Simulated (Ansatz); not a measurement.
## Run report: FeCo, geometry relaxation (part 1 of 2)

FeCo (Pm-3m, 2 atoms in the cell), computed with DFT PBEsol, scalar-relativistic, plane waves, PAW, spin-polarised (Ansatz 0.2.0).

The structure derives from an entry of the Crystallography Open Database. Figures and captions count atoms from 1; the log counts them from 0 in places.

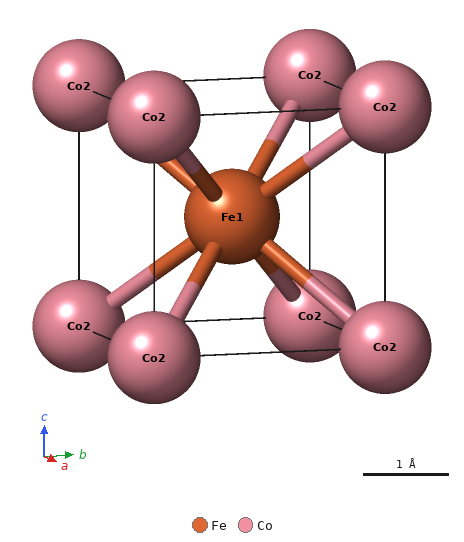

The structure as given in the input (ball-and-stick view of the cell of the calculation, seen slightly off an axis; atoms are numbered from 1 in the order of the input). An atom can appear more than once, as a periodic image. Near neighbours in the periodic cell (some may lie outside the picture): Fe has 8 Co at 2.47 Å; Co has 8 Fe at 2.47 Å.

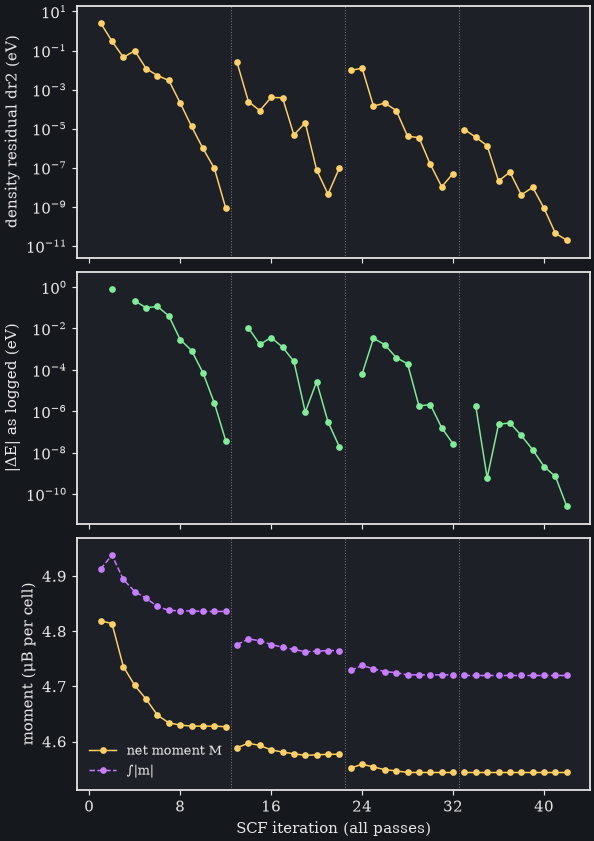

Convergence of the self-consistent field: density residual dr2, size of the energy change and magnetic moment against the SCF iteration. The dotted lines part the SCF passes of the relaxation: geometry steps, rejected trials and re-solves on a re-selected basis. The passes take 12, 10, 10 and 10 iterations. The net moment goes from 4.8 to 4.5 μB per cell.

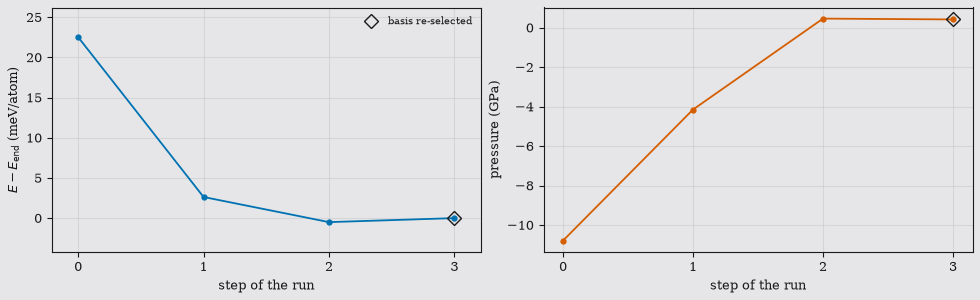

Progress of the relaxation, step by step (the first geometry is step 0 here and step 1 in the log).

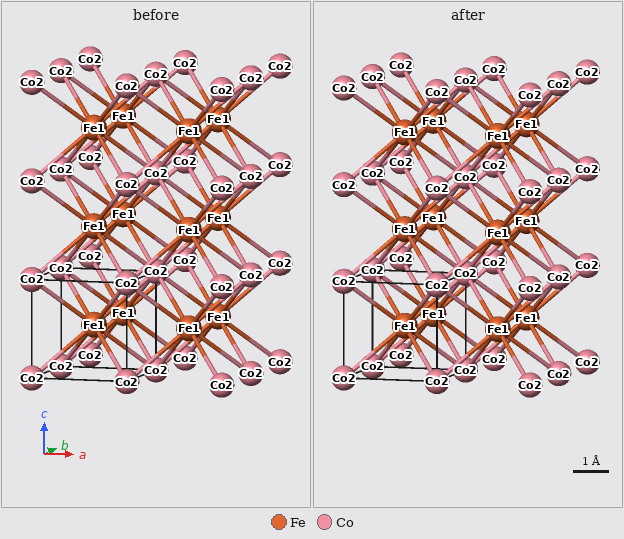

Before (left) and after (right) the relaxation, at one scale (ball-and-stick view of the cell of the calculation, repeated 2 × 2 × 3, seen slightly off an axis). Over 2 geometry steps the energy falls by 23.0 meV per atom. All forces vanish by symmetry, so only the cell relaxes. The pressure goes from −10.79 to 0.42 GPa. No atom moves by more than 0.005 Å relative to the cell. The drawn cell changes as follows: a = b = c 2.857 → 2.802 Å (−1.9 %); the volume changes by −5.6 %. Distances before and after: Fe1–Co2 2.474 → 2.427 Å. The space group stays Pm-3m (No. 221). A last SCF at the same geometry on a re-selected plane-wave basis shifts the energy by +0.5 meV per atom. (Atoms are counted from 1 in the order of the input.)

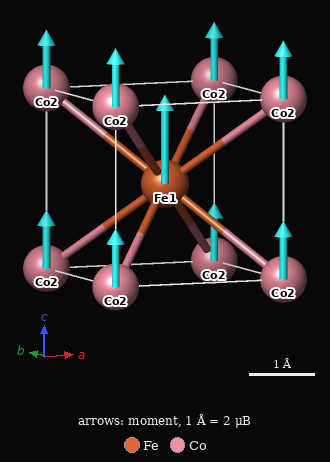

Magnetic moments of the sites as teal arrows (ball-and-stick view of the cell of the calculation, seen slightly off an axis; atoms are numbered from 1 in the order of the input); small moments hardly show. The run is collinear, so the axis drawn is arbitrary. Site moments: Fe1 (2.77 μB); Co2 (1.82 μB). They are counted near the atoms and needn't add up to the moment of the cell.

These pictures come from the run below.

**Input file**
```yaml
crystal:
  lattice:
    - [2.857, 0.0, 0.0]
    - [0.0, 2.857, 0.0]
    - [0.0, 0.0, 2.857]
  atoms:
    - { symbol: Fe, position: [0.5, 0.5, 0.5], spin: 3.17 }
    - { symbol: Co, position: [0.0, 0.0, 0.0], spin: 2.08 }
basis:
  ecutwfc: 420
kpoints:
  mp_grid: { grid: [8, 8, 8] }
hamiltonian:
  xc: pbesol
scf:
  occupations: { method: gaussian, width: 0.1 }
output:
  forces: true
  stress: true
  eigenvalues: true
  populations: true
magnetization:
  spin_polarized: true
relax:
  adjacent_minimum: "off"
  f_tol: 0.05
  max_steps: 80
  cell: { stress_tol: 0.5 }
```

Run as:
```bash
ansatz run input.yaml --threads 4 --pin off --max-ram 10240MiB --backend cpu --events-out ev --progress --plain --runs-dir out
```

**What the program printed**
```
Engine: ansatz 0.2.0, aarch64-unknown-linux-gnu
Pseudopotentials: kind: paw
Pseudopotential: Fe, paw, valence charge 16, recommended cutoff 420 eV (normal), Fe.paw.azcp
Pseudopotential: Co, paw, valence charge 17, recommended cutoff 420 eV (normal), Co.paw.azcp
Functional definition: PBEsol
  exchange = pbesol_x
  correlation = pbesol_c
Crystal: 2 atoms, lattice volume = 23.320 Å³
Basis set: ecut = 420 eV, 461 PW (Γ), exchange–correlation on 40×40×40 points (8 copies of the dense FFT grid, shifted against one another)
Bands: 24, of which v1, the nominal top of the filled ones, is band 17 counted from 1 (16 counted from 0)
Symmetry: 48 space group operations
Space group: Pm-3m (ITA 221), of the structure as read, at distance tolerance 2.9e-5 Å
Magnetic group: BNS 221.92 (UNI 1594), of the structure as read, at distance tolerance 2.9e-5 Å
k-points: 35 of 512
Non-local potential: Fe, projectors of the file, l = 0: 3, l = 1: 2, l = 2: 3, l = 3: 1
Non-local potential: Co, projectors of the file, l = 0: 3, l = 1: 2, l = 2: 3, l = 3: 1
PAW form: soft (Blöchl's): semilocal exchange-correlation on the pseudo side does not see the compensation charge
PAW frozen core: Fe, regenerated for the run's functional, and the local potential with it (the file was generated under x = pbe(κ = 0.804, μ = 0.2195149727645171), c = pbe(β = 0.06672455060314922))
PAW frozen core: Co, regenerated for the run's functional, and the local potential with it (the file was generated under x = pbe(κ = 0.804, μ = 0.2195149727645171), c = pbe(β = 0.06672455060314922))
PAW one-centre angular grid: Fe, 590 points (default); XC on 64 Gauss nodes
PAW one-centre angular grid: Co, 590 points (default); XC on 64 Gauss nodes
Initial density: superposition of atomic densities (chi_scale 0.1, normalization cell)
Starting moments: Σ|m| = 5.25 μB on 2 of 2 sites
Initial wavefunctions: pseudopotential atomic-orbital guess
Functional: x = pbesol(κ = 0.804, μ = 0.12345679012345678), c = pbesol(β = 0.046)
SCF iter   1: F=—  HF=-9541.739359 eV  |F-HF|=—  |Δ(HF+E_count)|=         —  Δρ=9.11e-2 (↑4.89e-2 ↓9.11e-2)  dr2=2.59e0  dr2_m=1.70e-1  M=4.819 μB ∫|m|=4.913 μB  β_m=0.30  ethr=3.10e-3  ⟨swp⟩=4.9  Hψ=6157  notcnv=0
Mixer restart at iter 1: flushing history
preconditioner: auto → none  [metal: Δε(μ)=0.071 eV  Ē_g=9.837 eV  σ=0.100 eV  W_gap=0.38  n_scr=6 (ndim 8)  ℏωp=31.7 eV  f_vac=0.000  D(μ)=0.55/eV (n_scr^D=0)  sad-step TF]
SCF iter   2: F=—  HF=-9540.934894 eV  |F-HF|=—  |Δ(HF+E_count)|=   8.04e-1  Δρ=4.24e-2 (↑1.33e-2 ↓4.24e-2)  dr2=2.99e-1  dr2_m=1.15e-1  M=4.814 μB ∫|m|=4.938 μB  β_m=0.38  ethr=3.10e-3  ⟨swp⟩=2.6  Hψ=3140  notcnv=0  defer=129
SCF iter   3: F=—  HF=-9541.376854 eV  |F-HF|=—  |Δ(HF+E_count)|=         —  Δρ=1.58e-2 (↑1.43e-2 ↓1.58e-2)  dr2=4.46e-2  dr2_m=2.94e-2  M=4.736 μB ∫|m|=4.894 μB  β_m=0.38  ethr=9.06e-4  ⟨swp⟩=2.1  Hψ=2405  notcnv=0  defer=130
Mixer restart at iter 3: flushing history
SCF iter   4: F=—  HF=-9541.593883 eV  |F-HF|=—  |Δ(HF+E_count)|=   2.17e-1  Δρ=1.71e-2 (↑1.16e-2 ↓1.71e-2)  dr2=9.78e-2  dr2_m=1.21e-2  M=4.702 μB ∫|m|=4.872 μB  β_m=0.36  ethr=1.35e-4  ⟨swp⟩=2.0  Hψ=3164  notcnv=0  defer=134
SCF iter   5: F=—  HF=-9541.693857 eV  |F-HF|=—  |Δ(HF+E_count)|=   1.00e-1  Δρ=7.01e-3 (↑7.01e-3 ↓6.87e-3)  dr2=1.19e-2  dr2_m=5.53e-3  M=4.677 μB ∫|m|=4.860 μB  β_m=0.40  ethr=1.35e-4  ⟨swp⟩=2.0  Hψ=2774  notcnv=0  defer=132
SCF iter   6: F=—  HF=-9541.809675 eV  |F-HF|=—  |Δ(HF+E_count)|=   1.16e-1  Δρ=5.07e-3 (↑3.00e-3 ↓5.07e-3)  dr2=5.21e-3  dr2_m=1.90e-3  M=4.648 μB ∫|m|=4.845 μB  β_m=0.70  ethr=3.61e-5  ⟨swp⟩=2.0  Hψ=3117  notcnv=0  defer=132
SCF iter   7: F=—  HF=-9541.850111 eV  |F-HF|=—  |Δ(HF+E_count)|=   4.04e-2  Δρ=2.65e-3 (↑2.65e-3 ↓2.49e-3)  dr2=2.95e-3  dr2_m=2.13e-4  M=4.634 μB ∫|m|=4.838 μB  β_m=0.48  ethr=1.58e-5  ⟨swp⟩=2.0  Hψ=3270  notcnv=0  defer=132
SCF iter   8: F=—  HF=-9541.853025 eV  |F-HF|=—  |Δ(HF+E_count)|=   2.91e-3  Δρ=8.32e-4 (↑5.69e-4 ↓8.32e-4)  dr2=2.07e-4  dr2_m=3.16e-5  M=4.630 μB ∫|m|=4.837 μB  β_m=0.61  ethr=8.93e-6  ⟨swp⟩=1.1  Hψ=1828  notcnv=0  defer=132
SCF iter   9: F=—  HF=-9541.853881 eV  |F-HF|=—  |Δ(HF+E_count)|=   8.56e-4  Δρ=2.15e-4 (↑9.08e-5 ↓2.15e-4)  dr2=1.30e-5  dr2_m=1.92e-6  M=4.628 μB ∫|m|=4.837 μB  β_m=0.77  ethr=6.27e-7  ⟨swp⟩=1.7  Hψ=2087  notcnv=0  defer=132
SCF iter  10: F=—  HF=-9541.853954 eV  |F-HF|=—  |Δ(HF+E_count)|=   7.31e-5  Δρ=6.45e-5 (↑1.34e-5 ↓6.45e-5)  dr2=9.77e-7  dr2_m=1.83e-7  M=4.628 μB ∫|m|=4.836 μB  β_m=0.89  ethr=3.93e-8  ⟨swp⟩=2.1  Hψ=2553  notcnv=0  defer=132
SCF iter  11: F=—  HF=-9541.853957 eV  |F-HF|=—  |Δ(HF+E_count)|=   2.53e-6  Δρ=2.43e-5 (↑2.78e-6 ↓2.43e-5)  dr2=9.49e-8  dr2_m=3.62e-8  M=4.628 μB ∫|m|=4.836 μB  β_m=0.94  ethr=2.96e-9  ⟨swp⟩=2.0  Hψ=2471  notcnv=0  defer=132
SCF iter  12: F=-9541.853957 eV  HF=-9541.853957 eV  |F-HF|=6.40e-10  |Δ(HF+E_count)|=   3.86e-8  Δρ=3.55e-6 (↑1.39e-6 ↓3.55e-6)  dr2=8.73e-10  dr2_m=1.27e-9  M=4.627 μB ∫|m|=4.836 μB  ethr=2.87e-10  ⟨swp⟩=6.1  Hψ=6422  notcnv=0
SCF 1 converged in 12 iterations: F = -9541.853957 eV  dr2 = 8.73e-10
  greatest PAW one-centre occupation: 1.002 electrons in one spin orbital (limit 2), on the Fe atom at site 0 (counted from 0), in its partial waves of l = 1
relax step   1: F+E_penalty+E_count = -9541.85395705 eV  Δ(F+E_penalty+E_count) = +0.000e0 eV  max|allowed force component| = 2.610e-29 eV/Å  Δτ_max = 0.0000 Å  P = -10.790 GPa  Ω = 23.320 Å³  (12 SCF iters, dr2 threshold 1.00e-7 eV, accepted)
Crystal: 2 atoms, lattice volume = 22.493 Å³
Initial density: handed on by an earlier stage of this run
Starting moments: Σ|m| = 5.25 μB on 2 of 2 sites; this step starts from the density that it was given
Initial wavefunctions: those handed on with the density
iter 1 solved again at ethr=7.34e-5 eV; its pass at ethr=3.10e-3 eV (dr2=2.42e-2 eV) is discarded
SCF iter   1: F=—  HF=-9541.897519 eV  |F-HF|=—  |Δ(HF+E_count)|=         —  Δρ=9.32e-3 (↑9.32e-3 ↓4.67e-3)  dr2=2.46e-2  dr2_m=2.65e-3  M=4.589 μB ∫|m|=4.776 μB  β_m=0.30  ethr=7.34e-5  ⟨swp⟩=1.0  Hψ=8099  notcnv=0
preconditioner: auto → none  [metal: Δε(μ)=0.069 eV  Ē_g=10.369 eV  σ=0.100 eV  W_gap=0.34  n_scr=6 (ndim 8)  ℏωp=32.3 eV  f_vac=0.000  D(μ)=1.37/eV (n_scr^D=18)]
SCF iter   2: F=—  HF=-9541.886877 eV  |F-HF|=—  |Δ(HF+E_count)|=   1.06e-2  Δρ=1.89e-3 (↑1.89e-3 ↓1.61e-3)  dr2=2.44e-4  dr2_m=4.49e-4  M=4.597 μB ∫|m|=4.786 μB  β_m=0.31  ethr=7.34e-5  ⟨swp⟩=2.1  Hψ=2734  notcnv=0
SCF iter   3: F=—  HF=-9541.888578 eV  |F-HF|=—  |Δ(HF+E_count)|=   1.70e-3  Δρ=1.51e-3 (↑1.18e-3 ↓1.51e-3)  dr2=8.39e-5  dr2_m=2.91e-4  M=4.593 μB ∫|m|=4.783 μB  β_m=0.60  ethr=7.39e-7  ⟨swp⟩=2.2  Hψ=2430  notcnv=0
SCF iter   4: F=—  HF=-9541.892204 eV  |F-HF|=—  |Δ(HF+E_count)|=   3.63e-3  Δρ=1.18e-3 (↑9.97e-4 ↓1.18e-3)  dr2=3.98e-4  dr2_m=8.84e-5  M=4.585 μB ∫|m|=4.776 μB  β_m=0.70  ethr=2.54e-7  ⟨swp⟩=2.0  Hψ=2867  notcnv=0
SCF iter   5: F=—  HF=-9541.893465 eV  |F-HF|=—  |Δ(HF+E_count)|=   1.26e-3  Δρ=9.08e-4 (↑9.08e-4 ↓7.53e-4)  dr2=3.82e-4  dr2_m=2.23e-5  M=4.581 μB ∫|m|=4.771 μB  β_m=0.63  ethr=2.54e-7  ⟨swp⟩=2.0  Hψ=2855  notcnv=0
SCF iter   6: F=—  HF=-9541.893720 eV  |F-HF|=—  |Δ(HF+E_count)|=   2.56e-4  Δρ=2.23e-4 (↑1.49e-4 ↓2.23e-4)  dr2=4.82e-6  dr2_m=6.22e-6  M=4.578 μB ∫|m|=4.767 μB  β_m=0.82  ethr=2.54e-7  ⟨swp⟩=2.0  Hψ=2788  notcnv=0
SCF iter   7: F=—  HF=-9541.893721 eV  |F-HF|=—  |Δ(HF+E_count)|=   9.13e-7  Δρ=2.03e-4 (↑1.90e-4 ↓2.03e-4)  dr2=2.00e-5  dr2_m=2.39e-7  M=4.575 μB ∫|m|=4.763 μB  β_m=0.82  ethr=1.46e-8  ⟨swp⟩=2.4  Hψ=2960  notcnv=0
SCF iter   8: F=—  HF=-9541.893748 eV  |F-HF|=—  |Δ(HF+E_count)|=   2.67e-5  Δρ=1.63e-5 (↑9.09e-6 ↓1.63e-5)  dr2=7.73e-8  dr2_m=6.14e-9  M=4.576 μB ∫|m|=4.764 μB  β_m=0.82  ethr=1.46e-8  ⟨swp⟩=2.0  Hψ=2891  notcnv=0
SCF iter   9: F=—  HF=-9541.893748 eV  |F-HF|=—  |Δ(HF+E_count)|=   3.06e-7  Δρ=5.33e-6 (↑1.45e-6 ↓5.33e-6)  dr2=4.48e-9  dr2_m=1.84e-9  M=4.577 μB ∫|m|=4.765 μB  β_m=0.91  ethr=2.34e-10  ⟨swp⟩=2.0  Hψ=2851  notcnv=0
SCF iter  10: F=-9541.893748 eV  HF=-9541.893748 eV  |F-HF|=8.65e-8  |Δ(HF+E_count)|=   1.92e-8  Δρ=1.94e-5 (↑1.53e-6 ↓1.94e-5)  dr2=9.78e-8  dr2_m=1.75e-8  M=4.577 μB ∫|m|=4.765 μB  ethr=1.36e-11  ⟨swp⟩=1.3  Hψ=4961  notcnv=0
SCF 2 converged in 10 iterations: F = -9541.893748 eV  dr2 = 9.78e-8
relax step   2: F+E_penalty+E_count = -9541.89374823 eV  Δ(F+E_penalty+E_count) = -3.979e-2 eV  max|allowed force component| = 5.095e-30 eV/Å  Δτ_max = 0.0000 Å  P = -4.148 GPa  Ω = 22.493 Å³  energy of the carried Pulay correction = +7.809e-4 eV  (10 SCF iters, dr2 threshold 2.00e-7 eV, accepted)
Crystal: 2 atoms, lattice volume = 22.006 Å³
Basis set: ecut = 420 eV, 437 PW (Γ), exchange–correlation on 40×40×40 points (8 copies of the dense FFT grid, shifted against one another)
iter 1 solved again at ethr=2.98e-5 eV; its pass at ethr=3.10e-3 eV (dr2=9.83e-3 eV) is discarded
```
